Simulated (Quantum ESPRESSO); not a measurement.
**SiC (Moissanite 3C): zone-centre phonons**

Aim: the zone-centre modes of SiC (Moissanite 3C).

Program: Quantum ESPRESSO 7.5. Level of theory: DFT LDA, scalar-relativistic, plane waves, PseudoDojo norm-conserving pseudopotentials. Results are calculated unless marked as measured.

### Step 1. The structure

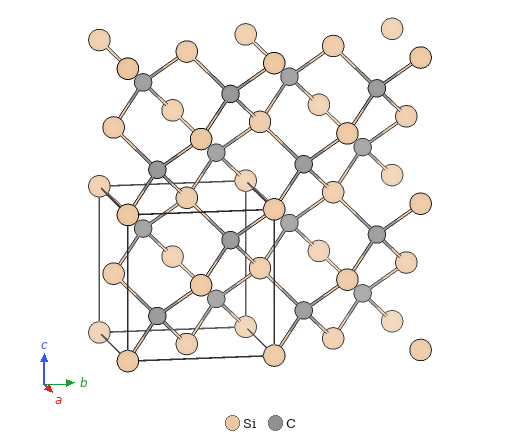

The cell as given, slightly off an axis (silicon light orange, carbon grey). 1×2×2 cells are drawn. This picture shows the conventional cell, with its axes. Bonds to atoms that aren't drawn are left out. Some periodic images of atoms are drawn too.

Structure file:

```
Si C
1.0
    -2.17900    0.00000    2.17900
     0.00000    2.17900    2.17900
    -2.17900    2.17900    0.00000
Si C
1 1
Cartesian
  0.0000 0.0000 0.0000
  -1.0895 1.0895 1.0895
```

### Step 2. A first look

Before anything dear is run, a loose run with smearing shows whether this is a metal and how far the cell is from rest.

probe.in reads:

```
 &control
    calculation='scf',
    prefix='x',
    outdir='./tmp',
    pseudo_dir='./pseudo',
    tprnfor=.true.,
    tstress=.true.,
    verbosity='high',
 /
 &system
    ibrav=2,
    celldm(1)=8.23542645,
    nat=2,
    ntyp=2,
    ecutwfc=90.0,
    occupations='smearing',
    smearing='gaussian',
    degauss=0.01,
 /
 &electrons
    conv_thr=1.0d-07,
    mixing_beta=0.7,
    electron_maxstep=100,
 /
ATOMIC_SPECIES
 Si     28.0850  Si.upf
 C      12.0110  C.upf
ATOMIC_POSITIONS crystal
 Si     0.000000000   0.000000000   0.000000000
 C      0.250000000   0.250000000   0.250000000
K_POINTS automatic
 8 8 8 0 0 0
```

Command:

```sh
$ OMP_NUM_THREADS=1 mpirun -n 4 pw.x -nk 4 -in probe.in > probe.out
```

Output:

```text
[banners, grids, parts of the stress and lines that vanish by symmetry left out]
Program PWSCF v.7.5
     bravais-lattice index     =            2
     lattice parameter (alat)  =       8.2354  a.u.
[...]
kinetic-energy cutoff     =      90.0000  Ry
     charge density cutoff     =     360.0000  Ry
     scf convergence threshold =      1.0E-07
[...]
Exchange-correlation= SLA  PW   NOGX NOGC
                           (   1   4   0   0   0   0   0)
[...]
24 Sym. Ops. (no inversion) found
[...]
(     0          1          0      )
                  (     0          0          1      )
[...]
(  0.0000000  1.0000000  0.0000000 )
                  (  0.0000000  0.0000000  1.0000000 )
[...]
(     1          0         -1      )
                  (     0          0         -1      )
[...]
(  0.0000000  1.0000000  0.0000000 )
[...]
(    -1          0          1      )
                  (    -1          0          0      )
[...]
(  0.0000000  0.0000000  1.0000000 )
                  (  0.0000000 -1.0000000  0.0000000 )
[...]
number of k points=    29  Gaussian smearing, width (Ry)=  0.0100
[...]
End of self-consistent calculation
[...]
the Fermi energy is     9.9917 ev
!    total energy              =     -20.63322436 Ry
[...]
convergence has been achieved in   8 iterations
[...]
atom    1 type  1   force =     0.00000000   -0.00000000    0.00000000
     atom    2 type  2   force =     0.00000000    0.00000000   -0.00000000
[...]
Total force =     0.000000     Total SCF correction =     0.000000
[...]
total   stress  (Ry/bohr**3)                   (kbar)     P=      -48.87
[...]
XML data file, charge density, pseudopotentials, collected wavefunctions

   JOB DONE.
```

Run time: 2.8 s. Hardware: 4 MPI ranks of Intel Xeon at 2.80GHz (Skylake/Cascade Lake), shared host; 10 s of CPU time.

This step gave:

```yaml
volume_per_atom: 10.35 Å³
pressure: -4.887 GPa
gap_on_the_k_mesh: 1.328 eV
```

A gap of 1.3 eV opens on this mesh, so the crystal is taken as an insulator; the start stands at -4.9 GPa.

### Step 3. Relaxing the cell and atoms

The relaxation runs at a cutoff a fifth above that of the response, since stress converges more slowly with the basis than frequencies do. Forces and stress are brought to rest with tight thresholds.

relax.in reads:

```
 &control
    calculation='vc-relax',
    prefix='x',
    outdir='./tmp',
    pseudo_dir='./pseudo',
    tprnfor=.true.,
    tstress=.true.,
    forc_conv_thr=2.0d-05,
    etot_conv_thr=1.0d-07,
    nstep=40,
 /
 &system
    ibrav=2,
    celldm(1)=8.23542645,
    nat=2,
    ntyp=2,
    ecutwfc=108,
    occupations='fixed',
    nbnd=6,
 /
 &electrons
    conv_thr=1.0d-11,
    mixing_beta=0.7,
    electron_maxstep=100,
 /
 &ions
 /
 &cell
    press_conv_thr=0.2,
 /
ATOMIC_SPECIES
 Si     28.0850  Si.upf
 C      12.0110  C.upf
ATOMIC_POSITIONS crystal
 Si     0.000000000   0.000000000   0.000000000
 C      0.250000000   0.250000000   0.250000000
K_POINTS automatic
 10 10 10 0 0 0
```

Command:

```sh
$ OMP_NUM_THREADS=1 mpirun -n 4 pw.x -nk 4 -in relax.in > relax.out
```

Output:

```text
[banners, grids, parts of the stress and lines that vanish by symmetry left out]
[banner, memory and clock lines left out]
Program PWSCF v.7.5

[...]
kinetic-energy cutoff     =     108.0000  Ry
     charge density cutoff     =     432.0000  Ry
     scf convergence threshold =      1.0E-11
[...]
energy convergence thresh.=      1.0E-07
     force convergence thresh. =      2.0E-05
     press convergence thresh. =      2.0E-01
     Exchange-correlation= SLA  PW   NOGX NOGC
                           (   1   4   0   0   0   0   0)
[...]
24 Sym. Ops. (no inversion) found
[...]
number of k points=    47
[...]
End of self-consistent calculation
[...]
highest occupied, lowest unoccupied level (ev):     9.2524   10.5812
!    total energy              =     -20.63331281 Ry
[...]
convergence has been achieved in  20 iterations
[...]
atom    1 type  1   force =    -0.00000000   -0.00000000    0.00000000
     atom    2 type  2   force =     0.00000000    0.00000000   -0.00000000
     Total force =     0.000000     Total SCF correction =     0.000000
[...]
total   stress  (Ry/bohr**3)                   (kbar)     P=      -49.01
[...]
number of bfgs steps    =   0
[...]
CELL_PARAMETERS (alat=  8.23542645)
[...]
ATOMIC_POSITIONS (crystal)
Si               0.0000000000        0.0000000000       -0.0000000000
C                0.2500000000        0.2500000000        0.2500000000
[...]
New effective cutoffs (rho, wfc):  438.01  109.81
[...]
End of self-consistent calculation
[...]
highest occupied, lowest unoccupied level (ev):     9.5690   10.8774
!    total energy              =     -20.63383038 Ry
[...]
convergence has been achieved in  10 iterations
[...]
atom    1 type  1   force =    -0.00000000    0.00000000    0.00000000
     atom    2 type  2   force =     0.00000000   -0.00000000    0.00000000
     Total force =     0.000000     Total SCF correction =     0.000000
[...]
total   stress  (Ry/bohr**3)                   (kbar)     P=        6.13
[...]
number of bfgs steps    =   1
[...]
CELL_PARAMETERS (alat=  8.23542645)
[...]
ATOMIC_POSITIONS (crystal)
Si               0.0000000000        0.0000000000        0.0000000000
C                0.2500000000        0.2500000000        0.2500000000
[...]
New effective cutoffs (rho, wfc):  437.21  109.61
[...]
End of self-consistent calculation
[...]
highest occupied, lowest unoccupied level (ev):     9.5339   10.8446
!    total energy              =     -20.63383795 Ry
[...]
convergence has been achieved in  10 iterations
[...]
atom    1 type  1   force =     0.00000000   -0.00000000   -0.00000000
     atom    2 type  2   force =     0.00000000   -0.00000000    0.00000000
     Total force =     0.000000     Total SCF correction =     0.000000
[...]
total   stress  (Ry/bohr**3)                   (kbar)     P=       -0.20
[...]
number of bfgs steps    =   2
[...]
small trust_radius: resetting bfgs history
[...]
CELL_PARAMETERS (alat=  8.23542645)
[...]
ATOMIC_POSITIONS (crystal)
Si               0.0000000000        0.0000000000       -0.0000000000
C                0.2500000000        0.2500000000        0.2500000000
[...]
New effective cutoffs (rho, wfc):  437.23  109.62
[...]
End of self-consistent calculation
[...]
highest occupied, lowest unoccupied level (ev):     9.5352   10.8458
!    total energy              =     -20.63383795 Ry
[...]
convergence has been achieved in   7 iterations
[...]
atom    1 type  1   force =    -0.00000000    0.00000000   -0.00000000
     atom    2 type  2   force =     0.00000000   -0.00000000    0.00000000
     Total force =     0.000000     Total SCF correction =     0.000000
[...]
total   stress  (Ry/bohr**3)                   (kbar)     P=        0.03
[...]
bfgs converged in   4 scf cycles and   3 bfgs steps
[...]
End of BFGS Geometry Optimization
     Final enthalpy           =     -20.6338379547 Ry
     File ./tmp/x.bfgs deleted, as requested
[...]
CELL_PARAMETERS (alat=  8.23542645)
[...]
ATOMIC_POSITIONS (crystal)
Si               0.0000000000        0.0000000000       -0.0000000000
C                0.2500000000        0.2500000000        0.2500000000
[...]
Final scf calculation at the relaxed structure.
[...]
kinetic-energy cutoff     =     108.0000  Ry
     charge density cutoff     =     432.0000  Ry
     scf convergence threshold =      1.0E-13
[...]
press convergence thresh. =      2.0E-01
     Exchange-correlation= SLA  PW   NOGX NOGC
                           (   1   4   0   0   0   0   0)
[...]
24 Sym. Ops. (no inversion) found
[...]
number of k points=    47
[...]
c_bands:  2 eigenvalues not converged
     c_bands:  1 eigenvalues not converged
     c_bands:  1 eigenvalues not converged
[...]
c_bands:  1 eigenvalues not converged
[...]
End of self-consistent calculation
[...]
highest occupied, lowest unoccupied level (ev):     9.5352   10.8458
!    total energy              =     -20.63383593 Ry
[...]
convergence has been achieved in  16 iterations
[...]
atom    1 type  1   force =    -0.00000000    0.00000000   -0.00000000
     atom    2 type  2   force =     0.00000000   -0.00000000    0.00000000
     Total force =     0.000000     Total SCF correction =     0.000000
[...]
total   stress  (Ry/bohr**3)                   (kbar)     P=        0.04
[...]
XML data file, charge density, pseudopotentials, collected wavefunctions
```

It took 21 s on 4 MPI ranks; 83 s of CPU time.

Relaxation path:

```
step  energy less that of the first step (eV)  largest force (eV/Å)  pressure (GPa)  volume (Å³)
   1                                   0.0000                0.0000           -4.90        20.69
   2                                  -0.0070                0.0000            0.61        20.18
   3                                  -0.0071                0.0000           -0.02        20.23
   4                                  -0.0071                0.0000            0.00        20.23
   5                                  -0.0071                0.0000            0.00        20.23
```

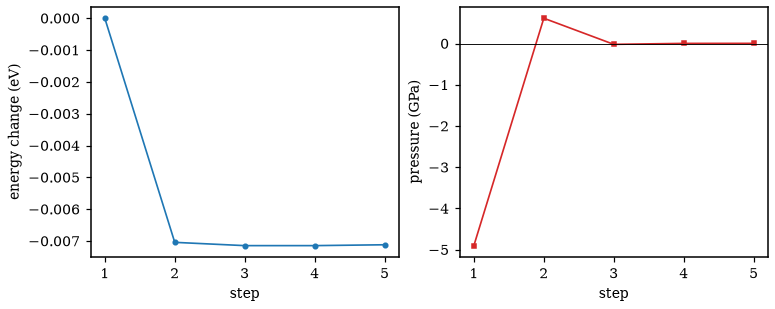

Energy and pressure along the relaxation.

```
conventional cell, symmetrised  before  after  change
                         a (Å)   4.358  4.326  -0.7 %
                         b (Å)   4.358  4.326  -0.7 %
                         c (Å)   4.358  4.326  -0.7 %
              volume (Å³/atom)   10.35  10.12  -2.2 %
```

Final coordinates:

```
CELL_PARAMETERS angstrom
-2.16277 0.00000 2.16277
0.00000 2.16277 2.16277
-2.16277 2.16277 0.00000
ATOMIC_POSITIONS crystal
Si 0.00000 0.00000 0.00000
C 0.25000 0.25000 0.25000
```

The last row of the table of steps is pw.x's closing run on a basis chosen anew for the final cell, so its energy can jump.

Read from the output:

```yaml
volume_per_atom: 10.12 Å³
pressure: 0.004 GPa
gap_on_the_k_mesh: 1.311 eV
```

The volume changes by -2.2 % from the cell with which this run began.

### Step 4. Self-consistent run for the response

The response is built on this ground state, so it is converged far tighter than an energy would need. With a gap, occupations are fixed, which also allows the response to an electric field.

scf.in reads:

```
 &control
    calculation='scf',
    prefix='x',
    outdir='./tmp',
    pseudo_dir='./pseudo',
    tprnfor=.true.,
    tstress=.true.,
 /
 &system
    ibrav=2,
    celldm(1)=8.17407277,
    nat=2,
    ntyp=2,
    ecutwfc=90.0,
    occupations='fixed',
    nbnd=6,
 /
 &electrons
    conv_thr=1.0d-12,
    mixing_beta=0.7,
    electron_maxstep=100,
 /
ATOMIC_SPECIES
 Si     28.0850  Si.upf
 C      12.0110  C.upf
ATOMIC_POSITIONS crystal
 Si     0.000000000   0.000000000   0.000000000
 C      0.250000000   0.250000000   0.250000000
K_POINTS automatic
 12 12 12 0 0 0
```

Command:

```sh
$ OMP_NUM_THREADS=1 mpirun -n 4 pw.x -nk 4 -in scf.in > scf.out
```

Output:

```text
[banners, grids, parts of the stress and lines that vanish by symmetry left out]
[banner, memory and clock lines left out]
Program PWSCF v.7.5

[...]
kinetic-energy cutoff     =      90.0000  Ry
     charge density cutoff     =     360.0000  Ry
     scf convergence threshold =      1.0E-12
[...]
Exchange-correlation= SLA  PW   NOGX NOGC
                           (   1   4   0   0   0   0   0)
[...]
24 Sym. Ops. (no inversion) found
[...]
number of k points=    72
[...]
c_bands:  1 eigenvalues not converged
[...]
End of self-consistent calculation
[...]
highest occupied, lowest unoccupied level (ev):     9.5350   10.8458
!    total energy              =     -20.63383628 Ry
[...]
convergence has been achieved in  21 iterations
[...]
atom    1 type  1   force =     0.00000000   -0.00000000    0.00000000
     atom    2 type  2   force =     0.00000000    0.00000000    0.00000000
     Total force =     0.000000     Total SCF correction =     0.000000
[...]
total   stress  (Ry/bohr**3)                   (kbar)     P=        0.06
[...]
XML data file, charge density, pseudopotentials, collected wavefunctions
```

Elapsed: 7.4 s, on 4 MPI ranks.

Numbers from this step:

- pressure: 0.006000 GPa

The cell stands at 0.0060 GPa, close enough for phonons.

(Continued in part 2 of 4.)

[Host names and launcher messages were left out of these logs when they were recorded.]

[Logs are printed without paths, hosts, clocks, repeated set-up lines and the standing remarks that a program may print on its own settings, such as how far it seeks lower states.]

[Hosts, paths, dates, database ids (printed as entryN), source tags and the programs' standing remarks are cut or masked in the printed files.]
